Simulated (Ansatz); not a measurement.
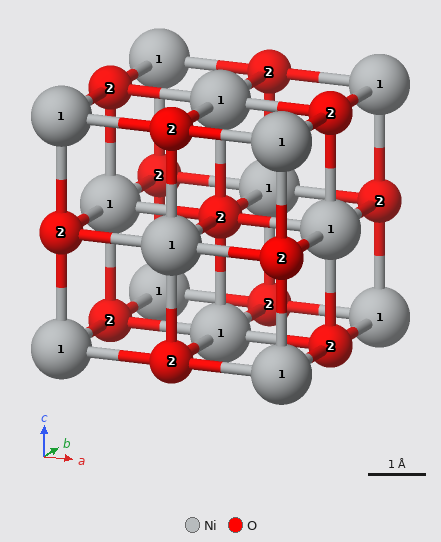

The starting structure (ball-and-stick view of the cell 4 times as large as that of the calculation, set on its symmetry axes, seen slightly off an axis; atoms are numbered from 1 in the order of the input). Near neighbours in the crystal (not all of them lie inside the picture): Ni has 6 O at 2.13 Å; O has 6 Ni at 2.13 Å.

# Geometry relaxation, with input and output: NiO

The run: geometry relaxation of NiO (Fm-3m, 2 atoms in the cell). Method and program: DFT PBE+U, scalar-relativistic, plane waves, PAW, Ueff = 6.2 eV on Ni d, spin-polarised (Ansatz 0.2.0).

The structure derives from an entry of the Crystallography Open Database. Figures and captions count atoms from 1; the log counts them from 0 in places.

### Output
```
Ni: projections on atomic orbitals take those of the free atom [Ne] 3s2 3p6 3d8 4s2, of charge +0.00 (hamiltonian.pseudopotentials.projection_atoms); the dataset's partial waves leave at most 1.6e-6 of an orbital's norm unspanned inside its sphere
O: projections on atomic orbitals take those of the free atom [He] 2s2 2p4, of charge +0.00 (hamiltonian.pseudopotentials.projection_atoms); the dataset's partial waves leave at most 1.9e-8 of an orbital's norm unspanned inside its sphere
Engine: ansatz 0.2.0, x86_64-unknown-linux-gnu
Pseudopotentials: kind: paw
Pseudopotential: Ni, paw, valence charge 18, recommended cutoff 420 eV (normal), Ni.paw.azcp
Pseudopotential: O, paw, valence charge 6, recommended cutoff 420 eV (normal), O.paw.azcp
Functional definition: PBE
  parameter kappa = 0.804
  parameter beta = 0.06672455060314922
  exchange = pbe_x(kappa = kappa, mu = beta*pi^2/3)
  correlation = pbe_c(beta = beta)
Crystal: 2 atoms, lattice volume = 19.429 Å³
Basis set: ecut = 420 eV, 339 PW (Γ), exchange–correlation on 48×48×48 points (8 copies of the dense FFT grid, shifted against one another)
Bands: 18, of which v1, the nominal top of the filled ones, is band 12 counted from 1 (11 counted from 0)
Symmetry: 48 space group operations
Space group: Fm-3m (ITA 225), of the structure as read, at distance tolerance 2.7e-5 Å
Magnetic group: BNS 225.116 (UNI 1618), of the structure as read, at distance tolerance 2.7e-5 Å
k-points: 72 of 1728
Non-local potential: Ni, projectors of the file, l = 0: 3, l = 1: 2, l = 2: 3, l = 3: 1
Non-local potential: O, projectors of the file, l = 0: 2, l = 1: 2, l = 2: 1
PAW form: soft (Blöchl's): semilocal exchange-correlation on the pseudo side does not see the compensation charge
PAW one-centre angular grid: Ni, 590 points (default); XC on 64 Gauss nodes
PAW one-centre angular grid: O, 110 points (default); XC on 64 Gauss nodes
Initial density: superposition of atomic densities (chi_scale 0.1, normalization cell, long waves kept (reshape's long-wave potential 0.00 eV rms))
Starting moments: Σ|m| = 2.12 μB on 2 of 2 sites
Initial wavefunctions: pseudopotential atomic-orbital guess
Functional: x = pbe(κ = 0.804, μ = 0.2195149727645171), c = pbe(β = 0.06672455060314922)
SCF iter   1: F=—  HF=-6406.342262 eV  |F-HF|=—  |Δ(HF+E_count)|=         —  Δρ=4.01e-1 (↑1.18e-1 ↓4.01e-1)  dr2=3.71e1  dr2_m=4.83e0  M=0.662 μB ∫|m|=0.662 μB  β_m=0.30  ethr=3.10e-3  ⟨swp⟩=5.0  Hψ=11269  notcnv=0
preconditioner: auto → none  [metal: Δε(μ)=0.009 eV  Ē_g=17.801 eV  σ=0.020 eV  W_gap=0.24  n_scr=8 (ndim 8)  ℏωp=33.7 eV  f_vac=0.000  D(μ)=1.49/eV (n_scr^D=14)  sad-step TF]
SCF iter   2: F=—  HF=-6402.547250 eV  |F-HF|=—  |Δ(HF+E_count)|=    3.80e0  Δρ=9.23e-2 (↑5.16e-2 ↓9.23e-2)  dr2=9.27e-1  dr2_m=3.55e-1  M=1.862 μB ∫|m|=1.867 μB  β_m=1.00  ethr=3.10e-3  ⟨swp⟩=3.2  Hψ=6955  notcnv=0  defer=177
SCF iter   3: F=—  HF=-6403.024277 eV  |F-HF|=—  |Δ(HF+E_count)|=   4.77e-1  Δρ=5.24e-2 (↑3.41e-2 ↓5.24e-2)  dr2=3.66e-1  dr2_m=5.48e-2  M=1.990 μB ∫|m|=2.004 μB  β_m=1.00  ethr=3.10e-3  ⟨swp⟩=2.9  Hψ=5917  notcnv=0  defer=176
SCF iter   4: F=—  HF=-6403.702187 eV  |F-HF|=—  |Δ(HF+E_count)|=   6.78e-1  Δρ=2.07e-2 (↑1.87e-2 ↓2.07e-2)  dr2=1.56e-1  dr2_m=9.81e-4  M=1.999 μB ∫|m|=2.009 μB  β_m=0.30  ethr=1.52e-3  ⟨swp⟩=2.7  Hψ=6199  notcnv=0  defer=177
SCF iter   5: F=—  HF=-6404.098667 eV  |F-HF|=—  |Δ(HF+E_count)|=   3.96e-1  Δρ=2.81e-2 (↑8.18e-3 ↓2.81e-2)  dr2=1.12e-1  dr2_m=2.81e-2  M=2.000 μB ∫|m|=2.016 μB  β_m=0.30  ethr=6.51e-4  ⟨swp⟩=2.8  Hψ=5090  notcnv=0  defer=177
SCF iter   6: F=—  HF=-6404.397580 eV  |F-HF|=—  |Δ(HF+E_count)|=   2.99e-1  Δρ=2.57e-2 (↑1.82e-3 ↓2.57e-2)  dr2=9.37e-2  dr2_m=3.23e-2  M=2.000 μB ∫|m|=2.016 μB  β_m=0.30  ethr=4.65e-4  ⟨swp⟩=2.0  Hψ=3602  notcnv=0  defer=177
SCF iter   7: F=—  HF=-6404.545561 eV  |F-HF|=—  |Δ(HF+E_count)|=   1.48e-1  Δρ=1.94e-2 (↑4.06e-3 ↓1.94e-2)  dr2=3.93e-2  dr2_m=2.43e-2  M=2.000 μB ∫|m|=2.015 μB  β_m=0.30  ethr=3.90e-4  ⟨swp⟩=2.0  Hψ=3669  notcnv=0  defer=181
SCF iter   8: F=—  HF=-6404.623491 eV  |F-HF|=—  |Δ(HF+E_count)|=   7.79e-2  Δρ=1.20e-2 (↑6.84e-3 ↓1.20e-2)  dr2=5.13e-3  dr2_m=1.57e-2  M=2.000 μB ∫|m|=2.013 μB  β_m=0.30  ethr=1.64e-4  ⟨swp⟩=2.4  Hψ=4099  notcnv=0  defer=182
SCF iter   9: F=—  HF=-6404.668243 eV  |F-HF|=—  |Δ(HF+E_count)|=   4.48e-2  Δρ=7.79e-3 (↑7.79e-3 ↓7.78e-3)  dr2=1.58e-4  dr2_m=1.07e-2  M=2.000 μB ∫|m|=2.012 μB  β_m=0.30  ethr=2.14e-5  ⟨swp⟩=2.2  Hψ=4471  notcnv=0  defer=182
Mixer restart at iter 9: flushing history
spin-set hold released at iteration 9 (site moments contracting): the magnetisation degrees of freedom join the quasi-Newton model from the next iteration; the mixer history was flushed
SCF iter  10: F=—  HF=-6404.693596 eV  |F-HF|=—  |Δ(HF+E_count)|=   2.54e-2  Δρ=7.75e-3 (↑6.08e-3 ↓7.75e-3)  dr2=7.47e-4  dr2_m=8.46e-3  M=2.000 μB ∫|m|=2.012 μB  β_m=0.59  ethr=6.60e-7  ⟨swp⟩=2.0  Hψ=4436  notcnv=0  defer=182
SCF iter  11: F=—  HF=-6404.731482 eV  |F-HF|=—  |Δ(HF+E_count)|=   3.79e-2  Δρ=5.97e-3 (↑5.97e-3 ↓4.85e-3)  dr2=1.65e-2  dr2_m=8.46e-5  M=2.000 μB ∫|m|=2.009 μB  β_m=0.49  ethr=6.60e-7  ⟨swp⟩=3.0  Hψ=6388  notcnv=0  defer=182
Mixer restart at iter 11: flushing history
SCF iter  12: F=—  HF=-6401.905418 eV  |F-HF|=—  |Δ(HF+E_count)|=         —  Δρ=1.46e-3 (↑1.18e-3 ↓1.46e-3)  dr2=1.78e-4  dr2_m=1.43e-4  M=2.000 μB ∫|m|=2.009 μB  β_m=1.00  ethr=6.60e-7  ⟨swp⟩=2.2  Hψ=6175  notcnv=0  defer=182
Mixer restart at iter 12: flushing history
SCF iter  13: F=—  HF=-6404.728808 eV  |F-HF|=—  |Δ(HF+E_count)|=    2.82e0  Δρ=4.67e-3 (↑1.73e-3 ↓4.67e-3)  dr2=5.64e-3  dr2_m=4.06e-4  M=2.000 μB ∫|m|=2.009 μB  β_m=0.49  ethr=2.08e-4  ⟨swp⟩=1.9  Hψ=3318  notcnv=0  defer=182
SCF iter  14: F=—  HF=-6404.728892 eV  |F-HF|=—  |Δ(HF+E_count)|=   8.42e-5  Δρ=3.43e-3 (↑2.99e-3 ↓3.43e-3)  dr2=5.74e-3  dr2_m=4.88e-5  M=2.000 μB ∫|m|=2.009 μB  β_m=0.37  ethr=2.35e-5  ⟨swp⟩=2.5  Hψ=5069  notcnv=0  defer=182
SCF iter  15: F=—  HF=-6404.727493 eV  |F-HF|=—  |Δ(HF+E_count)|=   1.40e-3  Δρ=6.24e-4 (↑4.22e-4 ↓6.24e-4)  dr2=4.86e-6  dr2_m=4.15e-5  M=2.000 μB ∫|m|=2.009 μB  β_m=0.66  ethr=2.35e-5  ⟨swp⟩=2.0  Hψ=4091  notcnv=0  defer=182
SCF iter  16: F=—  HF=-6404.727566 eV  |F-HF|=—  |Δ(HF+E_count)|=   7.28e-5  Δρ=2.14e-4 (↑2.14e-4 ↓1.41e-4)  dr2=1.44e-5  dr2_m=7.08e-7  M=2.000 μB ∫|m|=2.009 μB  β_m=0.54  ethr=2.02e-8  ⟨swp⟩=2.0  Hψ=4156  notcnv=0  defer=182
SCF iter  17: F=—  HF=-6404.727562 eV  |F-HF|=—  |Δ(HF+E_count)|=   4.44e-6  Δρ=6.89e-5 (↑2.29e-5 ↓6.89e-5)  dr2=4.81e-7  dr2_m=3.62e-7  M=2.000 μB ∫|m|=2.009 μB  β_m=0.77  ethr=2.02e-8  ⟨swp⟩=2.0  Hψ=3995  notcnv=0  defer=182
SCF iter  18: F=—  HF=-6404.727562 eV  |F-HF|=—  |Δ(HF+E_count)|=         —  Δρ=1.09e-5 (↑1.09e-5 ↓9.31e-6)  dr2=4.38e-8  dr2_m=1.17e-9  M=2.000 μB ∫|m|=2.009 μB  β_m=1.00  ethr=2.01e-9  ⟨swp⟩=1.8  Hψ=3175  notcnv=0  defer=182
Mixer restart at iter 18: flushing history
SCF iter  19: F=—  HF=-6402.451612 eV  |F-HF|=—  |Δ(HF+E_count)|=         —  Δρ=1.06e-1 (↑1.23e-2 ↓1.06e-1)  dr2=1.92e0  dr2_m=5.05e-1  M=1.819 μB ∫|m|=1.824 μB  ethr=2.08e-4  ⟨swp⟩=1.5  Hψ=2789  notcnv=0  defer=182
Mixer restart at iter 19: flushing history
SCF iter  20: F=—  HF=-6404.727562 eV  |F-HF|=—  |Δ(HF+E_count)|=         —  Δρ=1.50e-5 (↑1.26e-5 ↓1.50e-5)  dr2=9.32e-8  dr2_m=2.55e-9  M=2.000 μB ∫|m|=2.009 μB  β_m=0.77  ethr=1.83e-10  ⟨swp⟩=5.2  Hψ=10905  notcnv=0  defer=169
SCF iter  21: F=—  HF=-6404.727562 eV  |F-HF|=—  |Δ(HF+E_count)|=   6.94e-8  Δρ=2.92e-5 (↑1.97e-5 ↓2.92e-5)  dr2=3.69e-7  dr2_m=4.46e-9  M=2.000 μB ∫|m|=2.009 μB  β_m=0.52  ethr=1.83e-10  ⟨swp⟩=2.0  Hψ=5202  notcnv=0  defer=169  recentre
SCF iter  22: F=-6404.727562 eV  HF=-6404.727562 eV  |F-HF|=3.81e-10  |Δ(HF+E_count)|=   8.89e-8  Δρ=2.35e-6 (↑1.62e-6 ↓2.35e-6)  dr2=8.45e-10  dr2_m=2.34e-10  M=2.000 μB ∫|m|=2.009 μB  ethr=1.83e-10  ⟨swp⟩=5.4  Hψ=10670  notcnv=0
SCF 1 converged in 22 iterations: F = -6404.727562 eV  dr2 = 8.45e-10
  greatest PAW one-centre occupation: 1.002 electrons in one spin orbital (limit 2), on the Ni atom at site 0 (counted from 0), in its partial waves of l = 1
relax step   1: F+E_penalty+E_count = -6404.72756191 eV  Δ(F+E_penalty+E_count) = +0.000e0 eV  max|allowed force component| = 9.795e-30 eV/Å  Δτ_max = 0.0000 Å  P = +0.029 GPa  Ω = 19.429 Å³  (22 SCF iters, dr2 threshold 1.00e-7 eV, accepted)
Initial density: handed on by an earlier stage of this run
Starting moments: Σ|m| = 2.12 μB on 2 of 2 sites; this step starts from the density that it was given
Initial wavefunctions: pseudopotential atomic-orbital guess (no wavefunctions were taken with the density)
iter 1 solved again at ethr=2.69e-9 eV; its pass at ethr=3.10e-3 eV (dr2=6.46e-7 eV) is discarded
SCF iter   1: F=—  HF=-6404.727562 eV  |F-HF|=—  |Δ(HF+E_count)|=         —  Δρ=2.45e-6 (↑1.65e-6 ↓2.45e-6)  dr2=9.47e-10  dr2_m=2.50e-10  M=2.000 μB ∫|m|=2.009 μB  β_m=0.30  ethr=2.69e-9  ⟨swp⟩=4.0  Hψ=19897  notcnv=0
preconditioner: auto → none  [insulator: Δε(μ)=1.938 eV  Ē_g=17.621 eV  σ=0.020 eV  W_gap=1.00  n_scr=8 (ndim 8)  ℏωp=33.7 eV  f_vac=0.000  D(μ)=0.00/eV (n_scr^D=0)  ε∞_Penn≈4.7]
SCF iter   2: F=—  HF=-6404.727562 eV  |F-HF|=—  |Δ(HF+E_count)|=  4.97e-10  Δρ=9.59e-7 (↑8.68e-7 ↓9.59e-7)  dr2=8.97e-11  dr2_m=1.05e-10  M=2.000 μB ∫|m|=2.009 μB  β_m=0.33  ethr=3.95e-12  ⟨swp⟩=2.1  Hψ=4256  notcnv=0
SCF iter   3: F=—  HF=-6404.727562 eV  |F-HF|=—  |Δ(HF+E_count)|=  1.30e-10  Δρ=8.11e-7 (↑6.75e-7 ↓8.11e-7)  dr2=3.44e-11  dr2_m=6.54e-11  M=2.000 μB ∫|m|=2.009 μB  β_m=0.59  ethr=1.00e-12  ⟨swp⟩=1.2  Hψ=2639  notcnv=0
SCF iter   4: F=-6404.727562 eV  HF=-6404.727562 eV  |F-HF|=1.09e-11  |Δ(HF+E_count)|=  1.68e-10  Δρ=2.72e-7 (↑9.71e-8 ↓2.72e-7)  dr2=1.22e-11  dr2_m=2.43e-12  M=2.000 μB ∫|m|=2.009 μB  ethr=1.00e-12  ⟨swp⟩=5.0  Hψ=9828  notcnv=0
SCF 2 converged in 4 iterations: F = -6404.727562 eV  dr2 = 1.22e-11
relax step   2: F+E_penalty+E_count = -6404.72756191 eV  Δ(F+E_penalty+E_count) = -6.967e-10 eV  max|allowed force component| = 1.216e-29 eV/Å  Δτ_max = 0.0000 Å  P = +0.029 GPa  Ω = 19.429 Å³  stress off target by 2.92e-2 GPa  SCF on the basis re-selected at this cell (its energy is not comparable with the rows above)  (4 SCF iters)
basis re-selected at this cell: Δ(F+E_penalty+E_count) = -6.967e-10 eV, ΔP = -0.000 GPa vs the last step (what re-selecting the basis moved, of the pressure what is left beyond the Pulay correction that the steps carried, after the strain that the cell walked since its last selection, with what the two solves' SCF thresholds leave and, on support functions, any second-order correction that the steps lacked; it is no measure of the basis error at this ecutwfc). This SCF's stress stands 2.92e-2 GPa from its target on what of the cell is left free (relax.cell.stress_tol is 5.00e-2 GPa) and its largest allowed force component is 1.22e-29 eV/Å (relax.f_tol is 5.00e-3 eV/Å): within both
SCF converged after 4 iterations
Magnetization: 2.0000 μB (13.0000 up, 11.0000 down)
Absolute magnetization: 2.0076 μB (∫|ρ↑−ρ↓|, with the PAW one-centre terms)
Spin contamination: 0.0015 ħ² per cell (⟨S²⟩ above its minimum at these occupations)
Per-site moments (μB) at R_I (Å): [(1.7366431901666217, 0.88016677175625), (0.19251921014760084, 0.88016677175625)]
Free energy (F): -6404.727562 eV
Harris-Foulkes:  -6404.727562 eV  (|F-HF|=1.09e-11)
Internal energy: -6404.727562 eV  (E = F + TS)
E sigma→0 (E₀):  -6404.727562 eV
Fermi energy:    13.382865 eV
--- Per-component energies (eV) ---
  E_band       = -385.793974
  E_kinetic    = 447.892218
  E_local      = -4094.692946  (includes V_loc(G=0)·N_el)
  E_nonlocal   = 689.555621
  E_hartree    = 1678.026556
  E_xc         = -155.482399
  E_vxc        = -199.363593  (∫ρ·V_xc dr)
  E_hubbard    = 0.716083  (on-site DFT+U / exact-exchange correction)
  E_vhub       = -24.091103  (the Hubbard potential's part of the band-sum identity)
  E_paw        = -1788.915502  (= ΣΔE_a)
  E_vpaw       = -561.149804  (= ΣTr[D̂ρ^β])
  E_aug_tail   = 0.002802  (compensation charges beyond the density's cutoff)
  E_ewald      = -3181.829995
  E_smearing   = -0.000000  (= −TS)
  E_closure    = -0.000000  (closes the sum)
  Σ components = -6404.727562   (vs F -6404.727562, Δ=0.00e0)
--- Forces (eV/Å), atoms counted from 1 ---
  atom   1  Ni    -0.00000000     0.00000000     0.00000000
  atom   2  O      0.00000000    -0.00000000     0.00000000
  max |Σ_I F_I| component: 2.20e-29 eV/Å
--- Stress (GPa, compression-positive) ---
        0.029157      -0.000000      -0.000000
       -0.000000       0.029157      -0.000000
        0.000000      -0.000000       0.029157
  P = ⅓ Tr σ = 0.0292 GPa (0.292 kbar)
--- Band table (eV; the first three rows and the last of 144) ---
  k-point 0 ↑: bands = ["-92.1427", "-52.4972", "-52.4972", "-52.4972", "-6.1960", "6.0847", "6.0847", "6.8627", "6.8627", "6.8627", "10.9414", "10.9414", "10.9414", "14.3517", "30.6711", "31.3637", "31.3637", "31.3637"]
  k-point 1 ↑: bands = ["-92.1426", "-52.4986", "-52.4974", "-52.4974", "-6.1218", "6.0082", "6.0082", "6.7959", "6.8836", "6.8836", "10.4788", "11.0558", "11.0558", "14.9119", "28.8516", "31.0697", "31.0697", "32.2037"]
  k-point 2 ↑: bands = ["-92.1423", "-52.5025", "-52.4979", "-52.4979", "-5.9118", "5.7988", "5.7988", "6.5457", "6.9625", "6.9625", "9.6926", "11.3521", "11.3521", "16.0382", "26.7109", "30.0322", "30.0322", "32.4245"]
  k-point 71 ↓: bands = ["-89.8883", "-50.3128", "-50.3128", "-50.3060", "-4.2897", "6.8787", "6.8787", "8.7772", "8.9669", "9.7820", "9.7820", "15.3936", "15.8759", "21.6518", "23.8424", "23.8424", "26.2421", "34.6941"]
Occupation matrices written to [file]
--- Relaxed structure (1 steps of the walk, 1 accepted, 1 SCFs on fresh bases) ---
  F+E_penalty+E_count = -6404.72756191 eV   max|allowed force component| = 1.216e-29 eV/Å   (the final SCF, on the basis selected at the relaxed cell)
  cell:  # Å, volume = 19.4291 Å³
    - [0.0, 2.1337376285, 2.1337376285]
    - [2.1337376285, 0.0, 2.1337376285]
    - [2.1337376285, 2.1337376285, 0.0]
  atoms:
    - { symbol: Ni, position: [0.0, 0.0, 0.0] }
    - { symbol: O, position: [0.5, 0.5, 0.5] }
--- Löwdin populations: 2 sites ---
  site symbol       q [e]    m [muB]
     0     Ni     16.7775     1.7453
     1      O      7.0971     0.2496
  spilling = 0.005227 (of n_electrons = 24.000000)
```

### Trajectory as extended XYZ (Å, eV, eV/Å), 2 frames, from step=1 to step=2
```
2
Lattice="0.0000 2.1337 2.1337 2.1337 0.0000 2.1337 2.1337 2.1337 0.0000" Properties=species:S:1:pos:R:3:forces:R:3 step=1 energy=-6404.72756 pressure_GPa=0.03
Ni    0.0000    0.0000    0.0000    0.0000   0.0000   0.0000
O     2.1337    2.1337    2.1337    0.0000   0.0000   0.0000
2
Lattice="0.0000 2.1337 2.1337 2.1337 0.0000 2.1337 2.1337 2.1337 0.0000" Properties=species:S:1:pos:R:3:forces:R:3 step=2 energy=-6404.72756 pressure_GPa=0.03
Ni    0.0000    0.0000    0.0000    0.0000   0.0000   0.0000
O     2.1337    2.1337    2.1337    0.0000   0.0000   0.0000
```

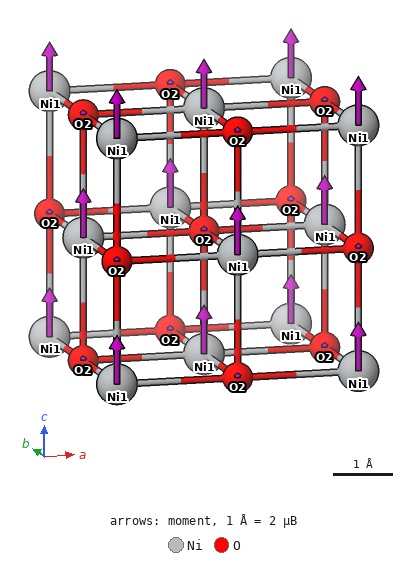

Magnetic moments of the sites as pink arrows (ball-and-stick view of the cell 4 times as large as that of the calculation, set on its symmetry axes, seen slightly off an axis; atoms are numbered from 1 in the order of the input); small moments hardly show. The run is collinear, so the axis drawn is arbitrary. Site moments: Ni1 (1.74 μB); O2 (0.19 μB). They are counted near the atoms and needn't add up to the moment of the cell.

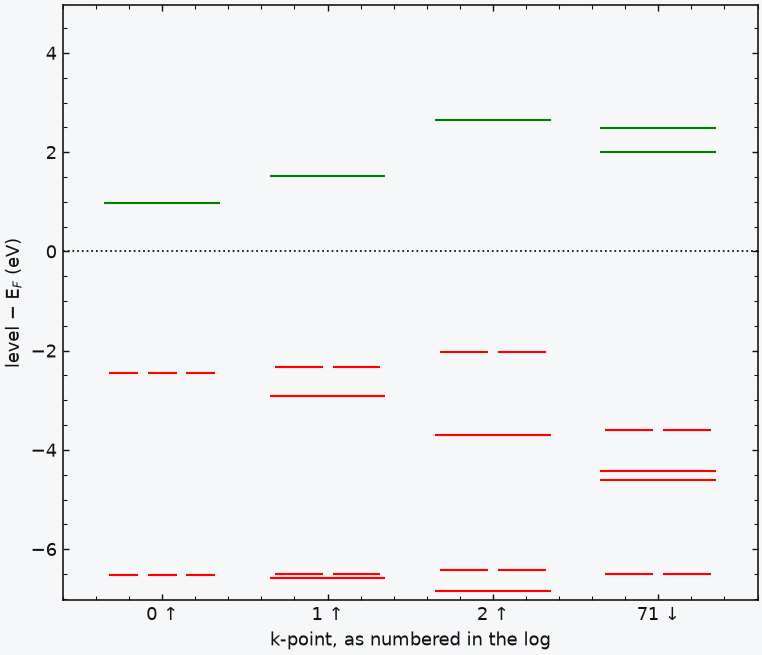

Kohn–Sham levels near the Fermi level (dotted) at the few k-points that the log prints; levels within 0.02 eV of each other stand side by side. Among these points the highest filled and lowest empty levels are 3.00 eV apart; the gap on the full mesh, 1.94 eV, has an edge at a point that isn't printed.

The run was set up as follows.

### The input
```yaml
crystal:
  lattice:
    - [0.0, 2.1337376285, 2.1337376285]
    - [2.1337376285, 0.0, 2.1337376285]
    - [2.1337376285, 2.1337376285, 0.0]
  atoms:
    - { symbol: Ni, position: [0.0, 0.0, 0.0], spin: 1.91 }
    - { symbol: O, position: [0.5, 0.5, 0.5], spin: 0.21 }
basis:
  ecutwfc: 420
kpoints:
  mp_grid: { grid: [12, 12, 12] }
hamiltonian:
  xc: pbe
  hubbard: { sites: [{ species: Ni, l: d, u_eff: 6.2 }] }
scf:
  occupations: { method: gaussian, width: 0.02 }
output:
  forces: true
  stress: true
  eigenvalues: true
  populations: true
magnetization:
  spin_polarized: true
relax:
  adjacent_minimum: "off"
  f_tol: 0.005
  max_steps: 80
  cell: { stress_tol: 0.05 }
```

Command:
```bash
ansatz run input.yaml --threads 2 --pin off --max-ram 5120MiB --backend cpu --events-out ev --progress --plain --runs-dir out
```

### Key numbers

| quantity | value |
| --- | --- |
| outcome | converged |
| space group (tolerance 0.01 Å) | Fm-3m (225) |
| electrons treated | 24 |
| free energy | −6404.7276 eV |
| Fermi energy | 13.383 eV |
| gap on the k-point mesh | 1.94 eV |
| net moment of the cell | 2.00 μB |
| integrated absolute moment | 2.01 μB |
| pressure | 0.03 GPa |
| final volume | 19.43 Å³ |
| largest force (length of the vector) at the end | under 0.001 eV/Å |
| final cell | a = 3.018 Å, b = 3.018 Å, c = 3.018 Å, α = 60.00°, β = 60.00°, γ = 60.00° |
| hardware | 2 threads of AMD EPYC (Zen 3), 64 GiB of memory available, shared host |
| wall time | 7.2 s (CPU time 14 s) |
| peak memory | 0.41 GiB |

The electronic state found may not be the lowest one.
